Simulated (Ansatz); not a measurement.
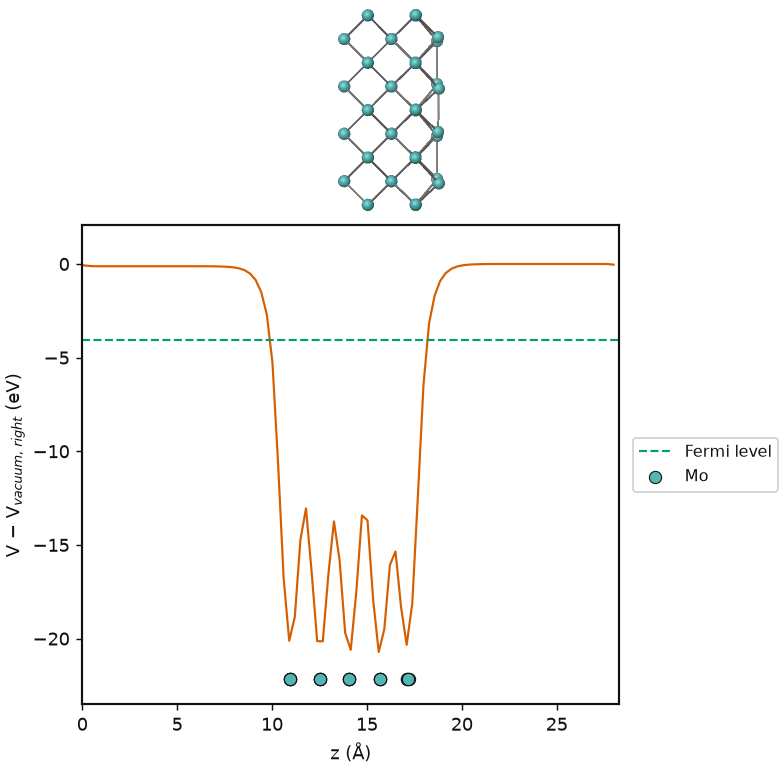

Plane-averaged electrostatic potential energy of an electron across the slab; circles at the bottom mark the heights of the atoms. The structure is drawn too.

Input of the run:

```
crystal:
  lattice:
    - [6.2604336858, 0.0, 0.0]
    - [0.0, 6.2604336858, 0.0]
    - [0.0, 0.0, 28.2857336858]
  atoms:
    - { symbol: Mo, position: [0.25, 0.75, 0.2828280889] }
    - { symbol: Mo, position: [0.25, 0.25, 0.2828280889] }
    - { symbol: Mo, position: [0.75, 0.75, 0.2828280889] }
    - { symbol: Mo, position: [0.75, 0.25, 0.2828280889] }
    - { symbol: Mo, position: [0.5, 0.5, 0.3381601668] }
    - { symbol: Mo, position: [0.5, 0.0, 0.3381601668] }
    - { symbol: Mo, position: [0.0, 0.5, 0.3381601668] }
    - { symbol: Mo, position: [0.0, 0.0, 0.3381601668] }
    - { symbol: Mo, position: [0.7503569656, 0.2488127863, 0.3932387619] }
    - { symbol: Mo, position: [0.74926232, 0.7506147368, 0.3931734674] }
    - { symbol: Mo, position: [0.2495960064, 0.2500345773, 0.3928966388] }
    - { symbol: Mo, position: [0.2505345833, 0.7502561593, 0.3928574472] }
    - { symbol: Mo, position: [0.0005672534, -0.004275611, 0.4500077714] }
    - { symbol: Mo, position: [-0.0027803545, 0.5038581061, 0.4494527439] }
    - { symbol: Mo, position: [0.497616255, 0.0020488607, 0.449922089] }
    - { symbol: Mo, position: [0.5022495662, 0.4981170893, 0.4495501611] }
    - { symbol: Mo, position: [0.273974568, 0.7262572053, 0.499862351] }
    - { symbol: Mo, position: [0.2230571508, 0.2718505203, 0.4999008214] }
    - { symbol: Mo, position: [0.7247476621, 0.7733007541, 0.5039182103] }
    - { symbol: Mo, position: [0.7739609186, 0.2301616093, 0.5021117944] }
basis:
  ecutwfc: 420
kpoints:
  mp_grid: { grid: [3, 3, 1] }
hamiltonian:
  xc: pbe
  dispersion: d3bj
scf:
  occupations: { method: gaussian, width: 0.1 }
output:
  forces: true
  eigenvalues: true
  write_density: true
  volumetric_format: npy
efield:
  axis: 3
  dipole_correction: true
  ramp_width: 0.04
```

Launched with:
```bash
ansatz run input.yaml --threads 4 --pin off --max-ram 10240MiB --backend cpu --events-out ev --progress --plain --runs-dir out
```

Read off the work function of each face.

Answer. The work function is 4.08 eV at the right face and 3.96 eV at the left.

Do the two faces differ, and what does that say about the slab's dipole?

Answer. The vacuum levels differ by 0.12 eV, so the slab carries a dipole along its normal.

How thick are slab and vacuum?

Answer. The outermost atoms are 6.3 Å apart, which leaves 22.0 Å of vacuum in a cell 28.3 Å high.

The atoms aren't at rest in this cell (largest force 1.0 eV/Å), so the relaxed material can differ.
